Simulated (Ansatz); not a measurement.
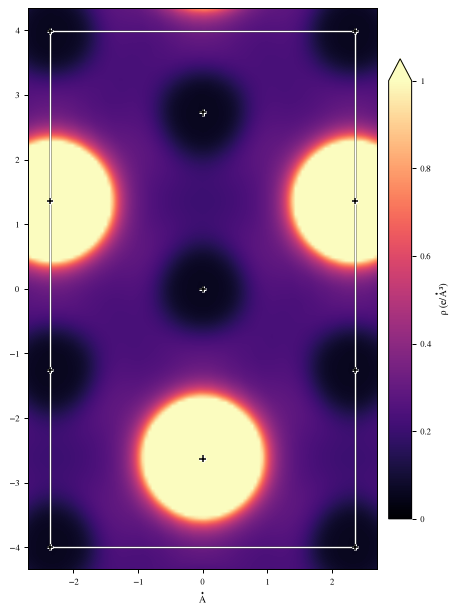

The valence charge density (pseudo) on a plane through atoms (crosses mark nuclei in the plane).

Level of theory: DFT r2SCAN, scalar-relativistic, plane waves, PAW (Ansatz 0.2.0).

Candidates:
A. Al₂Ru, a = 4.71 Å, b = 7.98 Å, c = 8.78 Å, α = 90.00°, β = 90.00°, γ = 90.00°. Space group Fddd; a structure from a database of computed crystals, not necessarily the ambient phase; computed without spin polarisation.
B. Ga₂O₃, a = 5.06 Å, b = 5.06 Å, c = 13.62 Å, α = 90.00°, β = 90.00°, γ = 120.00°. Space group R-3c; computed pressure about −9 GPa in this cell.

> Which candidate gave the map?

Candidate A: Al₂Ru on the (001) plane of the conventional cell, which holds Al and Ru. Al–Ru (2.63 Å): the density is about 0.35 e/Å³ at the midpoint. Al–Al (2.67 Å): ρ is about 0.23 e/Å³ halfway.
